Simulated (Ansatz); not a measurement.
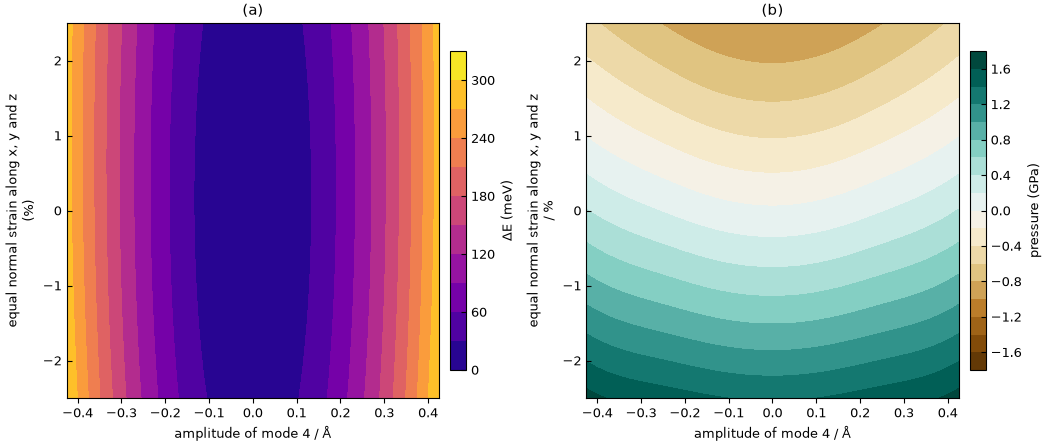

Li (Fm-3m, No. 225; 2 atoms in the cell). The energy is mapped over a normal mode and a strain (zone-centre modes of the 2-atom cell of this scan, which folds in the wave vector (0, 1/2, 1/2) of the primitive cell) (x, y and z along the cube axes). Coordinates scanned: (1) amplitude of mode 4 (255 cm⁻¹), largest displacement in the unstrained cell; (2) equal normal strain along x, y and z. Nothing is relaxed (the pattern is fixed in fractional coordinates). The scan uses an 11 × 7 grid; 42 points were computed and 35 follow by symmetry. Points are written as (first, second). All energies are given in meV per cell relative to the lowest grid point. These are results of Ansatz, DFT PBE+D3(BJ), scalar-relativistic, plane waves, PAW, not measurements. Settings: cutoff 520 eV, k-mesh 16×16×12 in the order of the run's cell vectors, gaussian smearing 0.15 eV, no spin polarisation.

Panel (a) is the energy and panel (b) the computed pressure on the same grid.

The picture shows filled contours. Between grid points the surface is interpolated.

**How does the pressure vary over the map, and what is it at the lowest grid point?**

It runs from −1.00 GPa at (0.000 Å, 2.50 %) to 1.67 GPa at (−0.425 Å, −2.50 %). At the lowest grid point, (0.000 Å, 0.00 %), it is 0.03 GPa.
